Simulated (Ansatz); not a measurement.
**WS₂: a changed input and its effect**

System: WS₂ (R3m, 3 atoms in the cell).
Method of the first run: DFT, PBE, plane waves, PAW, no spin polarisation (Ansatz 0.2.0).

The structure was built on a prototype by a generator. The geometry comes from this level: r2scan-rvv10 (a point of a series of volumes). Text and figures count atoms from 1; the logs count them from 0 in places.

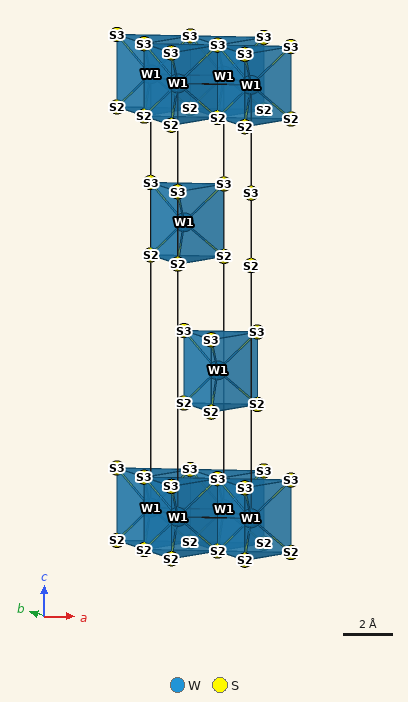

**Figure 1.** The input geometry (polyhedral view of the cell 3 times as large as that of the calculation, set on its symmetry axes, seen slightly off an axis; polyhedra are completed across the faces of the cell; atoms are numbered from 1 in the order of the input).

### Input file, the first run
```yaml
crystal:
  lattice:
    - [1.5424156773, 0.8905141065, 6.0664932401]
    - [-1.5424156773, 0.8905141065, 6.0664932401]
    - [0.0, -1.781028213, 6.0664932401]
  atoms:
    - { symbol: W, position: [-1.15684e-05, -1.15684e-05, -1.15684e-05] }
    - { symbol: S, position: [0.4167981707, 0.4167981707, 0.4167981707] }
    - { symbol: S, position: [0.2498800644, 0.2498800644, 0.2498800644] }
kpoints:
  mp_grid: { grid: [4, 4, 4] }
hamiltonian:
  xc: pbe
scf:
  occupations: { method: fermi_dirac, width: 0.02 }
  n_extra_bands: 4
output:
  forces: true
  stress: true
  eigenvalues: true
basis:
  ecutwfc: 260
```

Launched with:
```bash
ansatz run input.yaml --threads 2 --pin off --max-ram 2764MiB --backend cpu --events-out ev --progress --plain --runs-dir out
```

Hardware: 2 threads of Arm Neoverse V2, 24 GiB of memory available, shared host.

### Output, shortened to warnings, some set-up lines, iterations and results (the first run)
```
Warning: basis.ecutwfc = 260 eV is below the records' recommended 420 eV, and the density's cutoff is lower with it unless basis.ecutrho_ratio is high enough to keep the records' density cutoff: compare with a run at a higher cutoff
Basis set: ecut = 260 eV, 453 PW (Γ), FFT grids on a1−a3, a2−a3, a3, exchange–correlation on 36×36×72 points (8 copies of the dense FFT grid, shifted against one another)
Symmetry: 6 space group operations
k-points: 13 of 64 (time reversal used)
Initial density: superposition of atomic densities (neutral atoms: chi_scale 0, normalization atom), corrected by the library's trained network
[...]
SCF iter   1: F=—  HF=-12190.690143 eV  |F-HF|=—  |Δ(HF+E_count)|=         —  Δρ=1.12e-2  dr2=1.94e-2  ethr=1.77e-3  ⟨swp⟩=6.0  Hψ=1309  notcnv=0
SCF iter   2: F=—  HF=-12190.688997 eV  |F-HF|=—  |Δ(HF+E_count)|=   1.15e-3  Δρ=5.29e-3  dr2=6.18e-3  ethr=7.46e-5  ⟨swp⟩=2.8  Hψ=518  notcnv=0
SCF iter   3: F=—  HF=-12190.692174 eV  |F-HF|=—  |Δ(HF+E_count)|=   3.18e-3  Δρ=3.44e-3  dr2=1.31e-2  ethr=2.38e-5  ⟨swp⟩=2.9  Hψ=448  notcnv=0
SCF iter   4: F=—  HF=-12190.690456 eV  |F-HF|=—  |Δ(HF+E_count)|=   1.72e-3  Δρ=7.75e-4  dr2=2.48e-4  ethr=2.38e-5  ⟨swp⟩=2.0  Hψ=357  notcnv=0
SCF iter   5: F=—  HF=-12190.690511 eV  |F-HF|=—  |Δ(HF+E_count)|=   5.54e-5  Δρ=2.24e-4  dr2=2.11e-5  ethr=9.53e-7  ⟨swp⟩=2.0  Hψ=311  notcnv=0
SCF iter   6: F=—  HF=-12190.690548 eV  |F-HF|=—  |Δ(HF+E_count)|=   3.74e-5  Δρ=1.07e-4  dr2=1.28e-5  ethr=8.13e-8  ⟨swp⟩=2.0  Hψ=325  notcnv=0
SCF iter   7: F=—  HF=-12190.690547 eV  |F-HF|=—  |Δ(HF+E_count)|=   1.37e-6  Δρ=3.97e-5  dr2=4.92e-7  ethr=4.94e-8  ⟨swp⟩=2.0  Hψ=264  notcnv=0
SCF iter   8: F=-12190.690547 eV  HF=-12190.690547 eV  |F-HF|=7.45e-9  |Δ(HF+E_count)|=   3.45e-7  Δρ=7.24e-6  dr2=1.79e-8  ethr=3.85e-10  ⟨swp⟩=5.9  Hψ=1045  notcnv=0
SCF 1 converged in 8 iterations: F = -12190.690547 eV  dr2 = 1.79e-8
SCF converged after 8 iterations
Free energy (F): -12190.690547 eV
Harris-Foulkes:  -12190.690547 eV  (|F-HF|=7.45e-9)
Internal energy: -12190.690547 eV  (E = F + TS)
E sigma→0 (E₀):  -12190.690547 eV
Fermi energy:    13.598125 eV
--- Per-component energies (eV) ---
  E_band       = -163.647933
  E_kinetic    = 675.194301
  E_local      = -1759.055911  (includes V_loc(G=0)·N_el)
  E_nonlocal   = 57.011846
  E_hartree    = 708.738391
  E_xc         = -465.351911
  E_vxc        = -419.397940  (∫ρ·V_xc dr)
  E_paw        = -9763.024555  (= ΣΔE_a)
  E_vpaw       = -134.879655  (= ΣTr[D̂ρ^β])
  E_aug_tail   = -0.000593  (compensation charges beyond the density's cutoff)
  E_ewald      = -1644.202115
  E_smearing   = -0.000000  (= −TS)
  E_closure    = -0.000000  (closes the sum)
  Σ components = -12190.690547   (vs F -12190.690547, Δ=0.00e0)
--- Forces (eV/Å), atoms counted from 1 ---
  atom   1  W     -0.00000000     0.00000000    -0.00578622
  atom   2  S     -0.00000000    -0.00000000     1.84995607
  atom   3  S      0.00000000     0.00000000    -1.84421046
  max |Σ_I F_I| component: 4.06e-5 eV/Å
--- Stress (GPa, compression-positive) ---
       18.773965       0.000000      -0.000000
        0.000000      18.773965      -0.000000
        0.000000      -0.000000      21.763094
  P = ⅓ Tr σ = 19.7703 GPa (197.703 kbar)
```

The input of the second run differs as follows (lines with − go, lines with + come):
```diff
-    - [1.5424156773, 0.8905141065, 6.0664932401]
-    - [-1.5424156773, 0.8905141065, 6.0664932401]
-    - [0.0, -1.781028213, 6.0664932401]
+    - [1.5644531644, 0.9032374556, 6.1531691396]
+    - [-1.5644531644, 0.9032374556, 6.1531691396]
+    - [0.0, -1.8064749111, 6.1531691396]
```

Predict how the results change.

With the same functional and potentials, the second run lies 71.3 meV per atom lower. The pressure goes from 19.77 to 10.68 GPa. The largest force goes from 1.850 to 0.966 eV/Å. The volume per atom goes from 16.67 to 17.39 Å³. The cell is scaled evenly with the atoms at fixed fractional positions, so −ΔP/Δ ln V estimates the bulk modulus midway between the two volumes: about 210 GPa. The number of SCF iterations is the same. The plane waves at Γ go from 453 to 491.

### Output, shortened to warnings, some set-up lines, iterations and results (the second run)
```
Warning: basis.ecutwfc = 260 eV is below the records' recommended 420 eV, and the density's cutoff is lower with it unless basis.ecutrho_ratio is high enough to keep the records' density cutoff: compare with a run at a higher cutoff
Basis set: ecut = 260 eV, 491 PW (Γ), FFT grids on a1−a3, a2−a3, a3, exchange–correlation on 36×36×72 points (8 copies of the dense FFT grid, shifted against one another)
Symmetry: 6 space group operations
k-points: 13 of 64 (time reversal used)
Initial density: superposition of atomic densities (neutral atoms: chi_scale 0, normalization atom), corrected by the library's trained network
[...]
SCF iter   1: F=—  HF=-12190.902989 eV  |F-HF|=—  |Δ(HF+E_count)|=         —  Δρ=1.06e-2  dr2=1.76e-2  ethr=1.77e-3  ⟨swp⟩=6.1  Hψ=1307  notcnv=0
SCF iter   2: F=—  HF=-12190.903040 eV  |F-HF|=—  |Δ(HF+E_count)|=   5.05e-5  Δρ=5.04e-3  dr2=7.03e-3  ethr=6.78e-5  ⟨swp⟩=2.9  Hψ=535  notcnv=0
SCF iter   3: F=—  HF=-12190.906891 eV  |F-HF|=—  |Δ(HF+E_count)|=   3.85e-3  Δρ=3.79e-3  dr2=1.89e-2  ethr=2.70e-5  ⟨swp⟩=2.9  Hψ=450  notcnv=0  recentre
SCF iter   4: F=—  HF=-12190.904251 eV  |F-HF|=—  |Δ(HF+E_count)|=   2.64e-3  Δρ=6.97e-4  dr2=1.71e-4  ethr=2.70e-5  ⟨swp⟩=2.0  Hψ=361  notcnv=0
SCF iter   5: F=—  HF=-12190.904314 eV  |F-HF|=—  |Δ(HF+E_count)|=   6.36e-5  Δρ=1.98e-4  dr2=3.97e-5  ethr=6.57e-7  ⟨swp⟩=2.0  Hψ=334  notcnv=0
SCF iter   6: F=—  HF=-12190.904301 eV  |F-HF|=—  |Δ(HF+E_count)|=   1.29e-5  Δρ=9.56e-5  dr2=5.24e-6  ethr=1.53e-7  ⟨swp⟩=2.0  Hψ=308  notcnv=0
SCF iter   7: F=—  HF=-12190.904302 eV  |F-HF|=—  |Δ(HF+E_count)|=   6.23e-7  Δρ=3.75e-5  dr2=3.04e-7  ethr=2.02e-8  ⟨swp⟩=2.3  Hψ=307  notcnv=0
SCF iter   8: F=-12190.904302 eV  HF=-12190.904302 eV  |F-HF|=1.29e-8  |Δ(HF+E_count)|=   3.74e-7  Δρ=6.49e-6  dr2=1.22e-8  ethr=3.85e-10  ⟨swp⟩=5.9  Hψ=1000  notcnv=0
SCF 1 converged in 8 iterations: F = -12190.904302 eV  dr2 = 1.22e-8
SCF converged after 8 iterations
Free energy (F): -12190.904302 eV
Harris-Foulkes:  -12190.904302 eV  (|F-HF|=1.29e-8)
Internal energy: -12190.904302 eV  (E = F + TS)
E sigma→0 (E₀):  -12190.904302 eV
Fermi energy:    12.820038 eV
--- Per-component energies (eV) ---
  E_band       = -180.345101
  E_kinetic    = 670.716335
  E_local      = -1785.703390  (includes V_loc(G=0)·N_el)
  E_nonlocal   = 56.746729
  E_hartree    = 714.915183
  E_xc         = -463.791466
  E_vxc        = -417.327789  (∫ρ·V_xc dr)
  E_paw        = -9762.745833  (= ΣΔE_a)
  E_vpaw       = -134.609902  (= ΣTr[D̂ρ^β])
  E_aug_tail   = -0.000606  (compensation charges beyond the density's cutoff)
  E_ewald      = -1621.041254
  E_smearing   = -0.000000  (= −TS)
  E_closure    = -0.000000  (closes the sum)
  Σ components = -12190.904302   (vs F -12190.904302, Δ=0.00e0)
--- Forces (eV/Å), atoms counted from 1 ---
  atom   1  W      0.00000000    -0.00000000    -0.00132511
  atom   2  S      0.00000000     0.00000000     0.96550777
  atom   3  S     -0.00000000    -0.00000000    -0.96420450
  max |Σ_I F_I| component: 2.18e-5 eV/Å
--- Stress (GPa, compression-positive) ---
        9.958380       0.000000      -0.000000
        0.000000       9.958380       0.000000
       -0.000000       0.000000      12.112759
  P = ⅓ Tr σ = 10.6765 GPa (106.765 kbar)
```

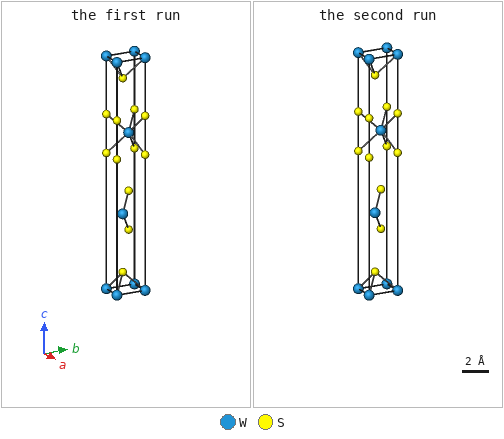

**Figure 2.** The two input geometries at one scale (ball-and-stick view of the cell 3 times as large as that of the calculation, set on its symmetry axes, seen slightly off an axis). No atom moves by more than 0.005 Å relative to the cell. The drawn cell changes as follows: a = b 3.085 → 3.129 Å (+1.4 %), c 18.199 → 18.460 Å (+1.4 %); the volume changes by +4.3 %. Among the contacts that change: S–W 2.341 → 2.374 Å.

### The two runs side by side

```csv
quantity,the first run,the second run
outcome,converged,converged
free energy per atom (eV),−4063.5635,−4063.6348
gap on the mesh (eV),1.38,1.39
pressure (GPa),19.77,10.68
volume per atom (Å³),16.67,17.39
largest force (eV/Å),1.850,0.966
SCF iterations,8,8
irreducible k-points,13,13
plane waves at Γ,453,491
wall time (shared host),0.51 s,0.54 s
```

For both runs: Warnings: the cutoff is below the recommended one. Spin–orbit coupling is left out, which matters for W.
